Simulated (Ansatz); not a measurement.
Run report: Mg3O, single-point calculation

The run: single-point calculation of Mg3O (P4/mmm, 4 atoms in the cell). Method and program: DFT PBE, scalar-relativistic, plane waves, PAW, spin-polarised (Ansatz 0.2.0).

The structure was made by swapping elements on the sites of another compound; it need not be a known phase. It belongs to a series of runs on one base structure; here: Cu3Pd type (P4/mmm, No. 123). Figures and captions count atoms from 1; the log counts them from 0 in places.

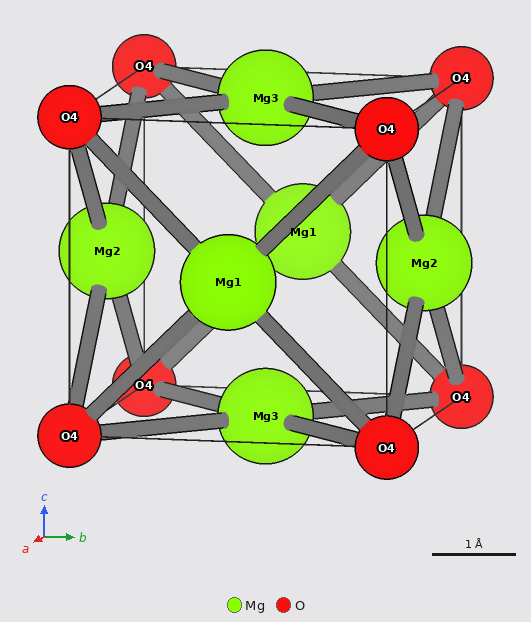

Fig. 1: The input geometry (ball-and-stick view of the cell of the calculation, seen slightly off an axis; atoms are numbered from 1 in the order of the input).

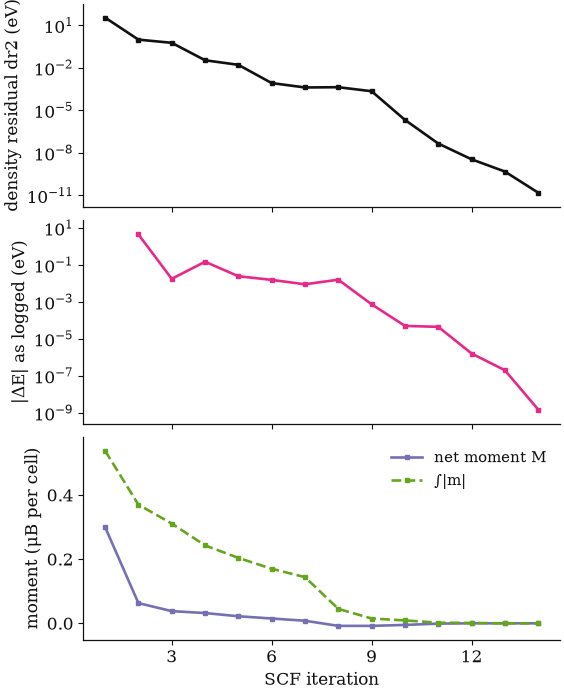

Fig. 2: Convergence of the self-consistent field: density residual dr2, size of the energy change and magnetic moment against the SCF iteration. The residual falls almost steadily, with no more than small rises. The net moment goes from 0.3 to 0.0 μB per cell, and ∫|m| falls to zero.

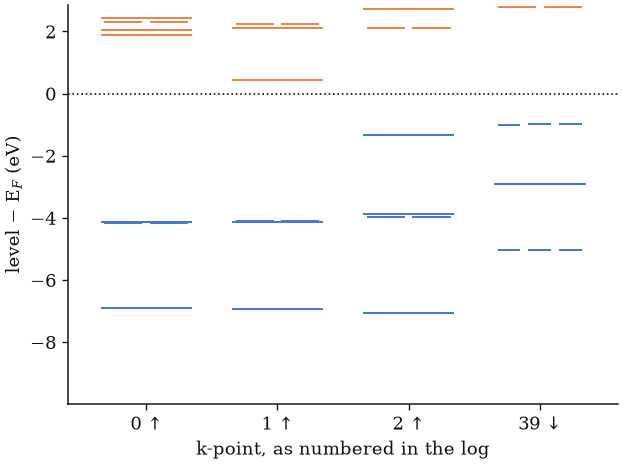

Fig. 3: Kohn–Sham levels near the Fermi level (dotted) at the few k-points that the log prints; levels within 0.02 eV of each other stand side by side. The system is metallic on the full mesh.

The input and output of the run follow.

**Input file**
```yaml
crystal:
  lattice:
    - [3.9438182316, 0.0, 0.0]
    - [0.0, 3.9438182316, 0.0]
    - [0.0, 0.0, 3.9032812846]
  atoms:
    - { symbol: Mg, position: [0.0, 0.5, 0.5] }
    - { symbol: Mg, position: [0.5, 0.0, 0.5] }
    - { symbol: Mg, position: [0.5, 0.5, 0.0] }
    - { symbol: O, position: [0.0, 0.0, 0.0], spin: 1.0 }
basis:
  ecutwfc: 420
kpoints:
  mp_grid: { grid: [6, 6, 6] }
hamiltonian:
  xc: pbe
scf:
  occupations: { method: gaussian, width: 0.1 }
  lower_state_search: "off"
output:
  forces: true
  stress: true
  eigenvalues: true
  populations: true
magnetization:
  spin_polarized: true
```

Launch command:
```bash
ansatz run input.yaml --threads 1 --pin off --max-ram 2560MiB --backend cpu --events-out ev --progress --plain --runs-dir out
```

**What the program printed**
```
Engine: ansatz 0.2.0, x86_64-unknown-linux-gnu
Pseudopotentials: kind: paw
Pseudopotential: Mg, paw, valence charge 10, recommended cutoff 420 eV (normal), Mg.paw.azcp
Pseudopotential: O, paw, valence charge 6, recommended cutoff 420 eV (normal), O.paw.azcp
Functional definition: PBE
  parameter kappa = 0.804
  parameter beta = 0.06672455060314922
  exchange = pbe_x(kappa = kappa, mu = beta*pi^2/3)
  correlation = pbe_c(beta = beta)
Crystal: 4 atoms, lattice volume = 60.710 Å³
Basis set: ecut = 420 eV, 1205 PW (Γ), exchange–correlation on 54×54×54 points (8 copies of the dense FFT grid, shifted against one another)
Bands: 23, of which v1, the nominal top of the filled ones, is band 18 counted from 1 (17 counted from 0)
Symmetry: 16 space group operations
Space group: P4/mmm (ITA 123), of the structure as read, at distance tolerance 3.9e-5 Å
Magnetic group: BNS 123.339 (UNI 999), of the structure as read, at distance tolerance 3.9e-5 Å
k-points: 40 of 216
Non-local potential: Mg, projectors of the file, l = 0: 3, l = 1: 2, l = 2: 1
Non-local potential: O, projectors of the file, l = 0: 2, l = 1: 2, l = 2: 1
PAW form: soft (Blöchl's): semilocal exchange-correlation on the pseudo side does not see the compensation charge
PAW one-centre angular grid: Mg, 110 points (default); XC on 64 Gauss nodes
PAW one-centre angular grid: O, 110 points (default); XC on 64 Gauss nodes
Initial density: superposition of atomic densities (chi_scale 0.1, normalization cell, long waves kept (reshape's long-wave potential 0.05 eV rms))
Starting moments: Σ|m| = 1 μB on 1 of 4 sites
Initial wavefunctions: pseudopotential atomic-orbital guess
Functional: x = pbe(κ = 0.804, μ = 0.2195149727645171), c = pbe(β = 0.06672455060314922)
SCF iter   1: F=—  HF=-6341.082404 eV  |F-HF|=—  |Δ(HF+E_count)|=         —  Δρ=1.25e-1 (↑1.25e-1 ↓8.15e-2)  dr2=3.50e1  dr2_m=2.89e-1  M=0.300 μB ∫|m|=0.538 μB  β_m=0.30  ethr=3.10e-3  ⟨swp⟩=5.8  Hψ=8415  notcnv=0
preconditioner: auto → Kerker (q_TF=auto, 2.501 Å⁻¹)  [metal: Δε(μ)=0.016 eV  Ē_g=8.140 eV  σ=0.100 eV  W_gap=0.09  n_scr=18 (ndim 8)  ℏωp=16.5 eV  f_vac=0.000  D(μ)=1.62/eV (n_scr^D=6)]
spin=Collinear: Kerker preconditioning applied to the charge; magnetization (m = ρ↑ − ρ↓) channel mixes plain (no charge-response kernel on spin).
SCF iter   2: F=—  HF=-6336.654131 eV  |F-HF|=—  |Δ(HF+E_count)|=    4.43e0  Δρ=2.82e-2 (↑2.82e-2 ↓2.53e-2)  dr2=9.80e-1  dr2_m=2.69e-1  M=0.063 μB ∫|m|=0.370 μB  β_m=0.30  ethr=3.10e-3  ⟨swp⟩=3.7  Hψ=3746  notcnv=0  defer=62
SCF iter   3: F=—  HF=-6336.636459 eV  |F-HF|=—  |Δ(HF+E_count)|=   1.77e-2  Δρ=2.23e-2 (↑2.01e-2 ↓2.23e-2)  dr2=5.84e-1  dr2_m=1.71e-1  M=0.038 μB ∫|m|=0.311 μB  β_m=0.30  ethr=2.72e-3  ⟨swp⟩=1.9  Hψ=2714  notcnv=0  defer=49
SCF iter   4: F=—  HF=-6336.488685 eV  |F-HF|=—  |Δ(HF+E_count)|=   1.48e-1  Δρ=1.66e-2 (↑1.66e-2 ↓1.39e-2)  dr2=3.44e-2  dr2_m=1.12e-1  M=0.032 μB ∫|m|=0.243 μB  β_m=0.30  ethr=1.62e-3  ⟨swp⟩=3.2  Hψ=3267  notcnv=0  defer=53
SCF iter   5: F=—  HF=-6336.513169 eV  |F-HF|=—  |Δ(HF+E_count)|=   2.45e-2  Δρ=1.18e-2 (↑1.17e-2 ↓1.18e-2)  dr2=1.63e-2  dr2_m=7.06e-2  M=0.022 μB ∫|m|=0.204 μB  β_m=0.30  ethr=9.55e-5  ⟨swp⟩=2.1  Hψ=3229  notcnv=0  defer=47
SCF iter   6: F=—  HF=-6336.528699 eV  |F-HF|=—  |Δ(HF+E_count)|=   1.55e-2  Δρ=9.17e-3 (↑8.81e-3 ↓9.17e-3)  dr2=8.44e-4  dr2_m=4.47e-2  M=0.015 μB ∫|m|=0.170 μB  β_m=0.30  ethr=4.52e-5  ⟨swp⟩=2.0  Hψ=3446  notcnv=0  defer=47
Mixer restart at iter 6: flushing history
spin-set hold released at iteration 6 (site moments contracting): the magnetisation degrees of freedom join the quasi-Newton model from the next iteration; the mixer history was flushed
SCF iter   7: F=—  HF=-6336.537657 eV  |F-HF|=—  |Δ(HF+E_count)|=   8.96e-3  Δρ=7.24e-3 (↑7.20e-3 ↓7.24e-3)  dr2=4.13e-4  dr2_m=2.88e-2  M=0.008 μB ∫|m|=0.144 μB  β_m=0.56  ethr=2.35e-6  ⟨swp⟩=3.0  Hψ=3383  notcnv=0  defer=45
SCF iter   8: F=—  HF=-6336.553582 eV  |F-HF|=—  |Δ(HF+E_count)|=   1.59e-2  Δρ=1.86e-3 (↑1.02e-3 ↓1.86e-3)  dr2=4.31e-4  dr2_m=1.15e-3  M=-0.008 μB ∫|m|=0.045 μB  β_m=0.65  ethr=1.15e-6  ⟨swp⟩=3.0  Hψ=3494  notcnv=0  defer=45
SCF iter   9: F=—  HF=-6336.554323 eV  |F-HF|=—  |Δ(HF+E_count)|=   7.41e-4  Δρ=5.11e-4 (↑5.11e-4 ↓2.41e-4)  dr2=2.24e-4  dr2_m=3.86e-5  M=-0.008 μB ∫|m|=0.015 μB  β_m=0.62  ethr=1.15e-6  ⟨swp⟩=2.1  Hψ=2368  notcnv=0  defer=45
SCF iter  10: F=—  HF=-6336.554373 eV  |F-HF|=—  |Δ(HF+E_count)|=   5.04e-5  Δρ=1.53e-4 (↑1.20e-4 ↓1.53e-4)  dr2=2.13e-6  dr2_m=9.45e-6  M=-0.005 μB ∫|m|=0.009 μB  β_m=0.81  ethr=6.23e-7  ⟨swp⟩=1.8  Hψ=2111  notcnv=0  defer=45
SCF iter  11: F=—  HF=-6336.554418 eV  |F-HF|=—  |Δ(HF+E_count)|=   4.48e-5  Δρ=2.32e-5 (↑2.32e-5 ↓2.24e-5)  dr2=4.57e-8  dr2_m=2.70e-7  M=-0.001 μB ∫|m|=0.002 μB  β_m=0.91  ethr=2.78e-10  ⟨swp⟩=6.6  Hψ=9812  notcnv=0
iter 12 did not close the SCF: its close was put off for a magnetic moment that had not settled (scf_convergence_deferred on its scf_iter line)
SCF iter  12: F=-6336.554420 eV  HF=-6336.554420 eV  |F-HF|=1.13e-7  |Δ(HF+E_count)|=   1.62e-6  Δρ=8.28e-6 (↑7.72e-6 ↓8.28e-6)  dr2=3.53e-9  dr2_m=3.43e-8  M=-0.000 μB ∫|m|=0.001 μB  β_m=0.95  ethr=1.27e-10  ⟨swp⟩=5.7  Hψ=7022  notcnv=0
iter 13 did not close the SCF: its close was put off for a magnetic moment that had not settled (scf_convergence_deferred on its scf_iter line)
SCF iter  13: F=-6336.554420 eV  HF=-6336.554420 eV  |F-HF|=7.09e-10  |Δ(HF+E_count)|=   2.02e-7  Δρ=8.78e-7 (↑8.78e-7 ↓7.80e-7)  dr2=4.83e-10  dr2_m=2.82e-10  M=-0.000 μB ∫|m|=0.000 μB  β_m=0.98  ethr=9.80e-12  ⟨swp⟩=2.5  Hψ=6340  notcnv=0
SCF iter  14: F=-6336.554420 eV  HF=-6336.554420 eV  |F-HF|=4.37e-11  |Δ(HF+E_count)|=   1.51e-9  Δρ=2.12e-7 (↑1.51e-7 ↓2.12e-7)  dr2=1.55e-11  dr2_m=1.46e-11  M=-0.000 μB ∫|m|=0.000 μB  ethr=1.34e-12  ⟨swp⟩=1.0  Hψ=4913  notcnv=0
WARN: the starting moments were not kept: the SCF closed with an absolute magnetisation of 9.3e-6 μB, where they sum to 1 μB in size (1 site). That is at most 0.1 of that sum. Measured as dr2_m measures the in/out step, that magnetisation stands 7.6e-12 eV from none, at or under the dr2_threshold of 1.0e-7 eV: it is no larger than a step whose dr2_m would equal this threshold. The system may hold no moment; this SCF shows only that its start led to no more than that. To try another start: raise the starting moments (crystal.atoms[].spin, magnetization.per_species, magnetization.initial_magnetization, or on a non-collinear deck that types none of these the spinor_matrix: blocks that start its atoms; where the total moment is fixed, keep their sum and leave initial_magnetization as it is; typed ones take the place of any that the run laid by itself, positive ones on a crystal's lanthanoids without a Hubbard term where scf.initial_density.shell_occupations: [] is typed) or, if the notice of its spin-set hold's release reads "site moments contracting" or "site moments show no strong build", lengthen the hold (scf.mixing.spin_hold: { on: { confirm: 4 } }; for m-r²SCAN on two components see the key's manual first). Each may lead to a state that holds a moment. A second SCF, from the converged charge density, with the starting moments and any scf.initial_density.shell_occupations laid on it anew, would have followed, and was not run: the deck does not ask for one (magnetization.retry_lost_moments is false, the default). To let it run, set magnetization.retry_lost_moments: true and run the deck again, where that key's refused combinations let it; where memory then withholds it, that run's warning says so.
SCF 1 converged in 14 iterations: F = -6336.554420 eV  dr2 = 1.55e-11
  greatest PAW one-centre occupation: 1.000 electrons in one spin orbital (limit 2), on the Mg atom at site 2 (counted from 0), in its partial waves of l = 0
SCF converged after 14 iterations
Magnetization: -0.0000 μB (18.0000 up, 18.0000 down)
Absolute magnetization: 0.0000 μB (∫|ρ↑−ρ↓|, with the PAW one-centre terms)
Spin contamination: 0.0000 ħ² per cell (⟨S²⟩ above its minimum at these occupations)
Per-site moments (μB) at R_I (Å): [(-8.189268359011229e-7, 1.144442334111585), (-8.189268359311824e-7, 1.144442334111585), (4.987092707530868e-7, 1.144442334111585), (-1.361993906462177e-6, 1.144442334111585)]
Free energy (F): -6336.554420 eV
Harris-Foulkes:  -6336.554420 eV  (|F-HF|=4.37e-11)
Internal energy: -6336.547744 eV  (E = F + TS)
E sigma→0 (E₀):  -6336.551082 eV
Entropy (-TS):   -0.006676 eV (-1.669 meV/atom)
Fermi energy:    8.477414 eV
--- Per-component energies (eV) ---
  E_band       = -1012.694211
  E_kinetic    = 400.228974
  E_local      = -4789.954064  (includes V_loc(G=0)·N_el)
  E_nonlocal   = 336.293896
  E_hartree    = 1682.268946
  E_xc         = -161.492159
  E_vxc        = -207.380544  (∫ρ·V_xc dr)
  E_paw        = -1033.064989  (= ΣΔE_a)
  E_vpaw       = -116.422730  (= ΣTr[D̂ρ^β])
  E_aug_tail   = 0.002205  (compensation charges beyond the density's cutoff)
  E_ewald      = -2770.830553
  E_smearing   = -0.006676  (= −TS)
  E_closure    = -0.000000  (closes the sum)
  Σ components = -6336.554420   (vs F -6336.554420, Δ=0.00e0)
--- Forces (eV/Å), atoms counted from 1 ---
  atom   1  Mg     0.00000000     0.00000000     0.00000000
  atom   2  Mg     0.00000000    -0.00000000    -0.00000000
  atom   3  Mg     0.00000000    -0.00000000    -0.00000000
  atom   4  O      0.00000000     0.00000000     0.00000000
  max |Σ_I F_I| component: 1.14e-28 eV/Å
--- Stress (GPa, compression-positive) ---
        9.606832      -0.000000       0.000000
       -0.000000       9.606832      -0.000000
        0.000000      -0.000000       9.520463
  P = ⅓ Tr σ = 9.5780 GPa (95.780 kbar)
--- Band table (eV; the first three rows and the last of 80) ---
  k-point 0 ↑: bands = ["-68.1975", "-68.1808", "-68.1707", "-34.9910", "-34.9910", "-34.9895", "-34.9414", "-34.9353", "-34.9353", "-34.8946", "-34.8946", "-34.8884", "-9.8435", "1.5602", "4.3048", "4.3048", "4.3557", "10.3662", "10.5139", "10.7847", "10.7847", "10.9149", "12.1962"]
  k-point 1 ↑: bands = ["-68.1966", "-68.1807", "-68.1716", "-34.9875", "-34.9875", "-34.9840", "-34.9418", "-34.9355", "-34.9355", "-34.8978", "-34.8978", "-34.8948", "-9.8197", "1.5297", "4.3382", "4.3636", "4.3636", "8.9108", "10.5950", "10.7265", "10.7265", "11.6318", "13.9608"]
  k-point 2 ↑: bands = ["-68.1946", "-68.1807", "-68.1736", "-34.9796", "-34.9796", "-34.9697", "-34.9424", "-34.9362", "-34.9362", "-34.9110", "-34.9049", "-34.9049", "-9.7715", "1.4093", "4.4878", "4.4878", "4.6090", "7.1549", "10.5735", "10.5735", "11.1881", "12.7535", "14.3110"]
  k-point 39 ↓: bands = ["-68.1870", "-68.1870", "-68.1747", "-35.0162", "-34.9883", "-34.9856", "-34.9856", "-34.9104", "-34.9025", "-34.9025", "-34.8964", "-34.8843", "-9.6314", "3.4413", "3.4542", "3.4542", "5.5779", "7.4743", "7.4847", "7.4847", "11.2685", "11.2685", "11.3879"]
--- Löwdin populations: 4 sites ---
  site symbol       q [e]    m [muB]
     0     Mg      9.2755    -0.0000
     1     Mg      9.2755    -0.0000
     2     Mg      9.2855     0.0000
     3      O      7.2017    -0.0000
  spilling = 0.026716 (of n_electrons = 36.000000)
```

**File populations.tsv**
```
# site	symbol	l	j	q_up	q_dn
# orbitals = lowdin
# n_electrons = 36.000000
# spilling = 0.026716
0	Mg	0_2S	-	0.998988	0.998988
0	Mg	0_3S	-	0.638842	0.638843
0	Mg	1_2P	-	2.999934	2.999934
1	Mg	0_2S	-	0.998988	0.998988
1	Mg	0_3S	-	0.638842	0.638843
1	Mg	1_2P	-	2.999934	2.999934
2	Mg	0_2S	-	0.998956	0.998956
2	Mg	0_3S	-	0.643845	0.643845
2	Mg	1_2P	-	2.999932	2.999932
3	O	0_2S	-	0.995872	0.995872
3	O	1_2P	-	2.604980	2.604981
```

**Results in brief**

- outcome: converged
- space group (tolerance 0.01 Å): P4/mmm (123)
- electrons treated: 36
- free energy: −6336.5544 eV
- Fermi energy: 8.477 eV
- gap on the k-point mesh: none (metallic)
- net moment of the cell: 0.00 μB
- integrated absolute moment: 0.00 μB
- pressure: 9.58 GPa
- largest force (length of the vector): under 0.001 eV/Å
- hardware: 1 thread of Intel Xeon @ 2.50GHz (Skylake/Cascade Lake), 192 GiB of memory available, shared host
- wall time: 18 s
- peak memory: 0.41 GiB

**Notes**

Warnings of the run: some starting moments were not kept. The cell is under a pressure of 9.6 GPa at this level, so it is not at its equilibrium volume.
